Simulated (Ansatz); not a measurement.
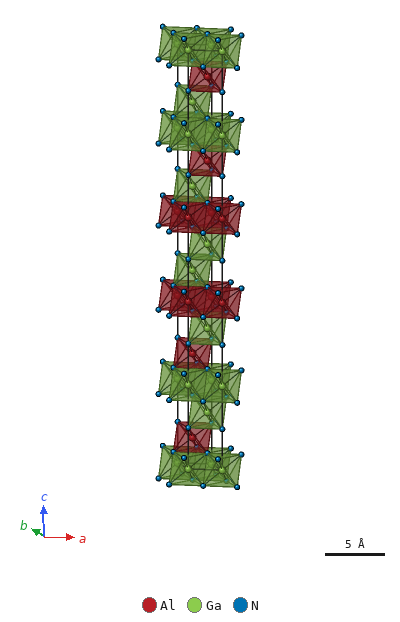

Figure 1. The structure as given in the input (polyhedral view of the cell 3 times as large as that of the calculation, set on its symmetry axes, seen slightly off an axis; polyhedra are completed across the faces of the cell). An atom can appear more than once, as a periodic image.

# Run report: Al2Ga3N5, band-structure calculation

Al2Ga3N5 (10 atoms in the cell), computed with DFT PBE, scalar-relativistic, plane waves, PAW, no spin polarisation (Ansatz 0.2.0).

The structure was made by a generator, so it may or may not be a known phase.

## Input file
```yaml
crystal:
  lattice:
    - [1.4813948935, 0.8552837406, 12.1058027672]
    - [-1.4813948935, 0.8552837406, 12.1058027672]
    - [0.0, -1.7105674811, 12.1058027672]
  atoms:
    - { symbol: Al, position: [0.3996108658, 0.3996108658, 0.3996108658] }
    - { symbol: Al, position: [0.6003891342, 0.6003891342, 0.6003891342] }
    - { symbol: Ga, position: [0.0, 0.0, 0.0] }
    - { symbol: Ga, position: [0.7991951554, 0.7991951554, 0.7991951554] }
    - { symbol: Ga, position: [0.2008048446, 0.2008048446, 0.2008048446] }
    - { symbol: "N", position: [0.2987022509, 0.2987022509, 0.2987022509] }
    - { symbol: "N", position: [0.7012977491, 0.7012977491, 0.7012977491] }
    - { symbol: "N", position: [0.0978808214, 0.0978808214, 0.0978808214] }
    - { symbol: "N", position: [0.5, 0.5, 0.5] }
    - { symbol: "N", position: [0.9021191786, 0.9021191786, 0.9021191786] }
basis:
  ecutwfc: 420
kpoints:
  mp_grid: { grid: [12, 12, 12] }
  band_path:
    path:
      - [[0.0, 0.0, 0.0], [0.5, 0.5, 0.5], [0.83000565, 0.16999435, 0.5]]
      - [[0.5, -0.16999435, 0.16999435], [0.5, 0.0, 0.0], [0.0, 0.0, 0.0], [0.33499717, -0.33499717, 0.0]]
      - [[0.66500283, 0.0, 0.33499717], [0.5, 0.0, 0.5], [0.0, 0.0, 0.0]]
    npoints: 14
hamiltonian:
  xc: pbe
scf:
  occupations: { method: gaussian, width: 0.02 }
  n_extra_bands: 25
output:
  forces: true
  stress: true
  eigenvalues: true
  populations: true
  dos: { projected: true, de: 0.02, nscf_kmesh: { grid: [18, 18, 18] } }
  bader: true
  write_density: true
  write_potential: true
  elf: true
  volumetric_format: npy
```

Hardware: 4 threads of Intel Xeon @ 2.50GHz (Skylake/Cascade Lake), 189 GiB of memory available, shared host.

Launched with:
```bash
ansatz run input.yaml --threads 4 --pin off --max-ram 8192MiB --backend cpu --events-out ev --progress --plain --runs-dir out
```

## The program's output
```
basis.fft_grid_basis auto: the FFT boxes are laid along the combinations [[1, -1, 0], [0, 1, 0], [0, -1, 1]] of the cell's own vectors, 2.963, 12.226 and 2.963 Å long. The dense box has 20×90×20 points. Along the cell's own vectors, as sized, it would have 90×90×90, 20.25 times as many. Of the 12 symmetry operations that the crystal satisfies within crystal.symmetry.tolerance (time reversal apart; of a slab, those that keep its plane) the dense box along the cell's own vectors carries 12, and the one as laid loses 8 of those. basis.fft_grid_basis: typed keeps the cell's own vectors: state it where this run's energies or levels are differenced outside the engine with another run's, or held beside a run that keeps those vectors. Those combinations have planes normal to reciprocal vector 3, as the cell's own vectors have. Each planar average written beside output.write_density, output.write_potential has a row for each plane of the box: 20. The volumetric files lie along those combinations, not along the cell's own vectors: a cube or XSF file states them, and fields.json those of NumPy files.
scf.n_extra_bands = 25 over 35 filled bands (N_el = 70.0): the run solves 60 bands
Engine: ansatz 0.2.0, x86_64-unknown-linux-gnu
Pseudopotentials: kind: paw
Pseudopotential: Al, paw, valence charge 3, recommended cutoff 420 eV (normal), Al.paw.azcp
Pseudopotential: Ga, paw, valence charge 13, recommended cutoff 420 eV (normal), Ga.paw.azcp
Pseudopotential: N, paw, valence charge 5, recommended cutoff 420 eV (normal), N.paw.azcp
Functional definition: PBE
  parameter kappa = 0.804
  parameter beta = 0.06672455060314922
  exchange = pbe_x(kappa = kappa, mu = beta*pi^2/3)
  correlation = pbe_c(beta = beta)
Crystal: 10 atoms, lattice volume = 92.029 Å³
Basis set: ecut = 420 eV, 1763 PW (Γ), FFT grids on a1−a2, a2, −a2+a3, exchange–correlation on 40×180×40 points (8 copies of the dense FFT grid, shifted against one another)
Bands: 60, of which v1, the nominal top of the filled ones, is band 35 counted from 1 (34 counted from 0)
Symmetry: 12 space group operations
Space group: R-3m (ITA 166), of the structure as read, at distance tolerance 4.5e-5 Å
k-points: 189 of 1728
Non-local potential: Al, projectors of the file, l = 0: 2, l = 1: 2, l = 2: 1
Non-local potential: Ga, projectors of the file, l = 0: 2, l = 1: 2, l = 2: 3, l = 3: 1
Non-local potential: N, projectors of the file, l = 0: 2, l = 1: 2, l = 2: 1
PAW form: soft (Blöchl's): semilocal exchange-correlation on the pseudo side does not see the compensation charge
PAW one-centre angular grid: Al, 110 points (default); XC on 64 Gauss nodes
PAW one-centre angular grid: Ga, 590 points (default); XC on 64 Gauss nodes
PAW one-centre angular grid: N, 110 points (default); XC on 64 Gauss nodes
Initial density: superposition of atomic densities (neutral atoms: chi_scale 0, normalization atom), corrected by the library's trained network
Initial wavefunctions: pseudopotential atomic-orbital guess
Functional: x = pbe(κ = 0.804, μ = 0.2195149727645171), c = pbe(β = 0.06672455060314922)
SCF iter   1: F=—  HF=-14348.483225 eV  |F-HF|=—  |Δ(HF+E_count)|=         —  Δρ=1.97e-3  dr2=5.17e-3  ethr=1.77e-3  ⟨swp⟩=5.7  Hψ=48243  notcnv=0  defer=827
preconditioner: auto → Resta (q_TF=auto, 2.607 Å⁻¹)  ε∞=3.6  [insulator: Δε(μ)=1.682 eV  Ē_g=20.085 eV  σ=0.020 eV  W_gap=1.00  n_scr=34 (ndim 8)  ℏωp=32.4 eV  f_vac=0.000  D(μ)=0.00/eV (n_scr^D=0)  ε∞_Penn≈3.6]
SCF iter   2: F=—  HF=-14348.483202 eV  |F-HF|=—  |Δ(HF+E_count)|=   2.23e-5  Δρ=1.13e-3  dr2=2.40e-3  ethr=7.38e-6  ⟨swp⟩=2.0  Hψ=16827  notcnv=0  defer=2005
SCF iter   3: F=—  HF=-14348.483199 eV  |F-HF|=—  |Δ(HF+E_count)|=   2.84e-6  Δρ=3.94e-4  dr2=2.35e-4  ethr=3.43e-6  ⟨swp⟩=2.0  Hψ=14183  notcnv=0  defer=2005
SCF iter   4: F=—  HF=-14348.483040 eV  |F-HF|=—  |Δ(HF+E_count)|=   1.59e-4  Δρ=1.94e-4  dr2=6.07e-5  ethr=3.35e-7  ⟨swp⟩=2.0  Hψ=13777  notcnv=0  defer=2005
SCF iter   5: F=—  HF=-14348.482945 eV  |F-HF|=—  |Δ(HF+E_count)|=   9.53e-5  Δρ=4.92e-5  dr2=1.01e-5  ethr=8.67e-8  ⟨swp⟩=2.1  Hψ=10005  notcnv=0  defer=2005
SCF iter   6: F=—  HF=-14348.482942 eV  |F-HF|=—  |Δ(HF+E_count)|=   2.30e-6  Δρ=2.03e-5  dr2=6.30e-7  ethr=1.44e-8  ⟨swp⟩=2.1  Hψ=9809  notcnv=0  defer=2018
SCF iter   7: F=—  HF=-14348.482942 eV  |F-HF|=—  |Δ(HF+E_count)|=   9.70e-8  Δρ=1.05e-5  dr2=9.25e-8  ethr=1.43e-10  ⟨swp⟩=12.8  Hψ=84906  notcnv=0
SCF iter   8: F=-14348.482942 eV  HF=-14348.482942 eV  |F-HF|=1.06e-8  |Δ(HF+E_count)|=   8.10e-8  Δρ=2.71e-6  dr2=9.00e-9  ethr=1.32e-10  ⟨swp⟩=7.9  Hψ=54099  notcnv=0
SCF 1 converged in 8 iterations: F = -14348.482942 eV  dr2 = 9.00e-9
  greatest PAW one-centre occupation: 0.997 electrons in one spin orbital (limit 2), on the Ga atom at site 2 (counted from 0), in its partial waves of l = 2
```

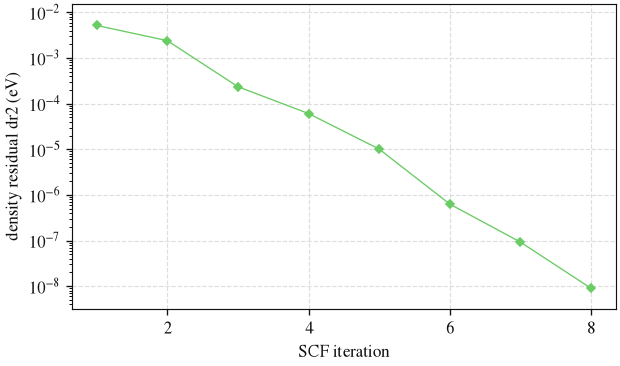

Figure 2. Convergence of the self-consistent field: density residual dr2 against the SCF iteration. The residual falls at every step.

```
NSCF: frozen V_eff on 101 k-points
NSCF: frozen V_eff on 580 k-points
SCF converged after 8 iterations
Free energy (F): -14348.482942 eV
Harris-Foulkes:  -14348.482942 eV  (|F-HF|=1.06e-8)
Internal energy: -14348.482942 eV  (E = F + TS)
E sigma→0 (E₀):  -14348.482942 eV
Fermi energy:    12.860628 eV
--- Per-component energies (eV) ---
  E_band       = 178.426833
  E_kinetic    = 1064.101816
  E_local      = -6776.859598  (includes V_loc(G=0)·N_el)
  E_nonlocal   = 1539.984034
  E_hartree    = 3174.281893
  E_xc         = -589.997191
  E_vxc        = -619.398680  (∫ρ·V_xc dr)
  E_paw        = -7561.678296  (= ΣΔE_a)
  E_vpaw       = -1377.958635  (= ΣTr[D̂ρ^β])
  E_aug_tail   = -0.000207  (compensation charges beyond the density's cutoff)
  E_ewald      = -5198.315393
  E_smearing   = -0.000000  (= −TS)
  E_closure    = 0.000000  (closes the sum)
  Σ components = -14348.482942   (vs F -14348.482942, Δ=0.00e0)
--- Forces (eV/Å), atoms counted from 1 ---
  atom   1  Al    -0.00000000     0.00000000     0.00033489
  atom   2  Al     0.00000000    -0.00000000    -0.00033489
  atom   3  Ga     0.00000000     0.00000000     0.00000000
  atom   4  Ga     0.00000000    -0.00000000    -0.00106183
  atom   5  Ga     0.00000000     0.00000000     0.00106183
  atom   6  N      0.00000000     0.00000000     0.00129396
  atom   7  N      0.00000000    -0.00000000    -0.00129396
  atom   8  N      0.00000000     0.00000000     0.00218865
  atom   9  N     -0.00000000     0.00000000    -0.00000000
  atom  10  N      0.00000000    -0.00000000    -0.00218865
  max |Σ_I F_I| component: 4.34e-19 eV/Å
--- Stress (GPa, compression-positive) ---
        0.025747       0.000000       0.000000
        0.000000       0.025747      -0.000000
        0.000000      -0.000000       0.018549
  P = ⅓ Tr σ = 0.0233 GPa (0.233 kbar)
--- Band table (eV; the first three rows and the last of 189) ---
  k-point 0: bands = ["-5.0899", "-4.3604", "-4.3020", "-2.5644", "-2.5255", "-2.0515", "-2.0515", "-2.0258", "-2.0258", "-2.0234", "-2.0082", "-1.9796", "-1.9613", "-1.9613", "-1.8560", "-1.8560", "-1.8523", "-1.8523", "-1.7805", "-1.7805", "4.5897", "4.7412", "8.5159", "8.6243", "11.2293", "11.2293", "11.3245", "11.3245", "11.7472", "11.7655", "11.7655", "11.8833", "11.8833", "11.9421", "11.9421", "15.1044", "16.9656", "17.3321", "17.3518", "17.3731", "21.4580", "21.9359", "21.9359", "22.0541", "22.0541", "22.0708", "23.1511", "23.4521", "23.8171", "23.8171", "24.7853", "24.7853", "25.3019", "25.3794", "25.3794", "27.0066", "27.0066", "27.3749", "27.9836", "28.0900"]
  k-point 1: bands = ["-4.9696", "-4.2726", "-4.1880", "-2.6698", "-2.5702", "-2.0570", "-2.0489", "-2.0360", "-2.0100", "-1.9837", "-1.9765", "-1.9573", "-1.9464", "-1.9451", "-1.8643", "-1.8557", "-1.8506", "-1.7787", "-1.7186", "-1.6447", "4.6599", "4.8827", "8.3635", "8.6796", "10.6463", "10.8726", "11.0436", "11.1040", "11.1520", "11.2452", "11.5945", "11.6804", "11.7276", "11.8069", "12.0115", "15.6606", "17.2452", "17.7380", "17.8333", "17.8849", "20.4970", "21.0383", "22.0651", "22.1013", "22.1702", "22.4215", "22.8298", "23.3366", "23.4609", "23.8228", "23.9609", "24.3470", "24.9271", "25.3126", "25.3230", "26.4540", "26.5862", "27.1454", "28.3188", "28.4058"]
  k-point 2: bands = ["-4.6197", "-3.9936", "-3.9069", "-2.8047", "-2.6650", "-2.0455", "-2.0196", "-1.9981", "-1.9916", "-1.9695", "-1.9665", "-1.9542", "-1.9094", "-1.9016", "-1.8793", "-1.8616", "-1.8209", "-1.7754", "-1.4100", "-1.2068", "4.8934", "5.2473", "7.8766", "8.4861", "9.3145", "9.7669", "9.9402", "10.3698", "10.6257", "10.7239", "10.8842", "11.4263", "11.4851", "11.7301", "11.9864", "16.6000", "17.4643", "17.8670", "18.5430", "18.8361", "19.9548", "20.2054", "21.4314", "21.5831", "22.1633", "22.5000", "22.5239", "22.9935", "23.0408", "23.1134", "23.4794", "23.9188", "24.4283", "25.1554", "25.2713", "25.9567", "26.1791", "26.7704", "28.2901", "28.6109"]
  k-point 188: bands = ["-4.9217", "-4.8679", "-3.4901", "-3.4636", "-2.0872", "-2.0515", "-2.0515", "-2.0258", "-2.0258", "-2.0198", "-1.9988", "-1.9786", "-1.9613", "-1.9613", "-1.8559", "-1.8559", "-1.8523", "-1.8523", "-1.7805", "-1.7805", "3.9028", "6.3122", "6.5625", "10.5904", "10.6621", "11.2354", "11.2354", "11.3147", "11.3147", "11.8148", "11.8148", "11.8206", "11.8206", "11.9587", "11.9587", "15.7759", "16.1853", "17.1961", "17.5322", "17.5839", "21.2862", "21.6975", "21.6975", "22.5012", "22.5864", "22.5864", "22.9664", "23.2290", "23.2290", "24.0734", "24.2497", "24.9920", "24.9920", "25.6079", "25.6079", "27.3066", "27.3605", "27.3605", "27.5924", "27.6672"]
--- Löwdin populations: 10 sites ---
  site symbol       q [e]
     0     Al      1.9223
     1     Al      1.9223
     2     Ga     12.2028
     3     Ga     12.1971
     4     Ga     12.1971
     5      N      5.8794
     6      N      5.8794
     7      N      5.8785
     8      N      5.7679
     9      N      5.8785
  spilling = 0.003927 (of n_electrons = 70.000000)
--- Bader charges: 10 sites ---
  site symbol  charge [e]  shift [e]
     0     Al      2.4694     0.0009
     1     Al      2.4693     0.0009
     2     Ga      1.6529     0.0067
     3     Ga      1.6518     0.0070
     4     Ga      1.6518     0.0070
     5      N     -2.0604     0.0029
     6      N     -2.0604     0.0029
     7      N     -2.0598     0.0029
     8      N     -1.6549     0.0073
     9      N     -2.0597     0.0029
  estimated error of the sums over rays = 3.8e-4 e
```

## File bader_charges.tsv
```
# site	symbol	x_ang	y_ang	z_ang	partial_charge_e	electrons	volume_ang3	relative_density_drop	shared_charge_e	partial_wave_shift_e
# quadrature_error_electrons = 3.8e-4
0	Al	0.0000	0.0000	14.5128	2.46936	10.53064	3.62	-	2.46936	0.00090
1	Al	0.0000	0.0000	21.8046	2.46934	10.53066	3.62	-	2.46934	0.00090
2	Ga	0.0000	0.0000	0.0000	1.65293	29.34707	7.77	-	1.65293	0.00671
3	Ga	0.0000	0.0000	29.0247	1.65178	29.34822	7.78	-	1.65178	0.00697
4	Ga	0.0000	0.0000	7.2927	1.65178	29.34822	7.78	-	1.65178	0.00697
5	N	0.0000	0.0000	10.8481	-2.06041	9.06041	12.60	-	-2.06041	0.00288
6	N	0.0000	0.0000	25.4693	-2.06040	9.06040	12.60	-	-2.06040	0.00288
7	N	0.0000	0.0000	3.5548	-2.05975	9.05975	12.60	-	-2.05975	0.00291
8	N	0.0000	0.0000	18.1587	-1.65489	8.65489	11.07	-	-1.65489	0.00728
9	N	0.0000	0.0000	32.7626	-2.05974	9.05974	12.60	-	-2.05974	0.00291
```

## File populations.tsv
```
# site	symbol	l	j	q
# orbitals = lowdin
# n_electrons = 70.000000
# spilling = 0.003927
0	Al	0_3S	-	0.516106
0	Al	1_3P	-	1.406200
1	Al	0_3S	-	0.516106
1	Al	1_3P	-	1.406200
2	Ga	0_4S	-	0.755579
2	Ga	1_4P	-	1.456258
2	Ga	2_3D	-	9.990922
3	Ga	0_4S	-	0.763173
3	Ga	1_4P	-	1.443797
3	Ga	2_3D	-	9.990134
4	Ga	0_4S	-	0.763173
4	Ga	1_4P	-	1.443797
4	Ga	2_3D	-	9.990134
5	N	0_2S	-	1.451042
5	N	1_2P	-	4.428314
6	N	0_2S	-	1.451042
6	N	1_2P	-	4.428314
7	N	0_2S	-	1.450408
7	N	1_2P	-	4.428054
8	N	0_2S	-	1.474082
8	N	1_2P	-	4.293799
9	N	0_2S	-	1.450408
9	N	1_2P	-	4.428054
```

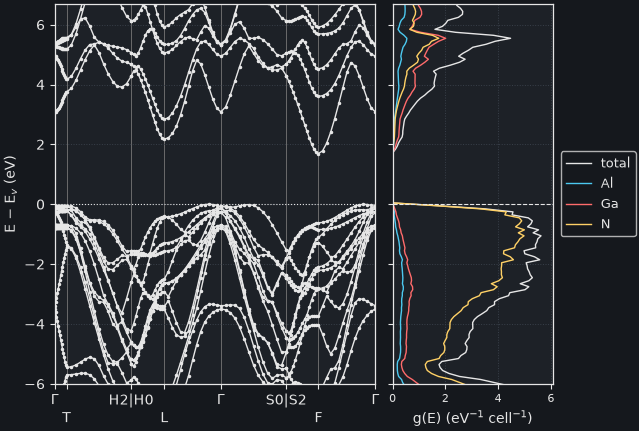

Figure 3. Band structure along Γ–T–H2|H0–L–Γ–S0|S2–F–Γ and density of states (projected on Löwdin-orthogonalised atomic shells), with energies from the valence-band top. There is a gap of 1.69 eV on this path, indirect, from between L and Γ to F.

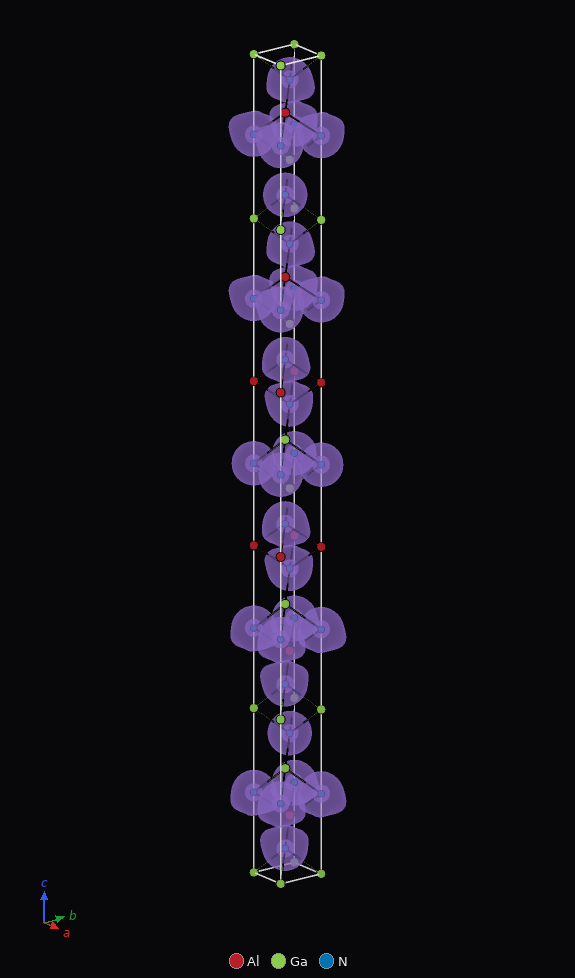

Figure 4. Isosurface of the ELF at 0.6 (purple), seen slightly off an axis. Core shells and regions of very low density are left out. Sticks mark near contacts. The outline is the cell set on symmetry axes. Profiles from the grid: Al–N (2.06 Å): the ELF is about 0.80 at the midpoint. Ga–N (2.11 Å): the ELF is about 0.35 at the midpoint. Core electrons are frozen (PAW), so the fields are smoothed inside the atomic spheres.

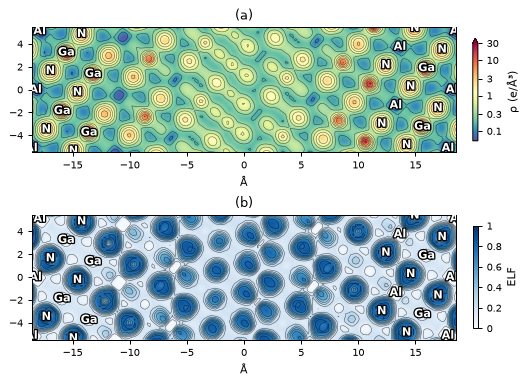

Figure 5. (a) valence pseudo-density; (b) ELF on the (111) plane of the conventional cell. Atoms in the plane: Al, Ga and N. Al–N (2.06 Å): ρ is about 0.49 e/Å³ halfway; the ELF is about 0.80 at the midpoint. Ga–N (2.12 Å): ρ at the midpoint is about 0.51 e/Å³; the ELF is about 0.35 at the midpoint. Away from the nuclei the density in this plane falls to 0.09 e/Å³ at its lowest.

## Summary

| quantity | value |
| --- | --- |
| outcome | converged |
| space group (tolerance 0.01 Å) | R-3m (166) |
| electrons treated | 70 |
| free energy | −14348.4829 eV |
| Fermi energy | 12.861 eV |
| gap on the k-point mesh | 1.70 eV |
| gap on the band path | 1.69 eV |
| pressure | 0.02 GPa |
| largest force (length of the vector) | 0.002 eV/Å |
| wall time | 2.7 min (CPU time 11 min) |
| peak memory | 1.8 GiB |
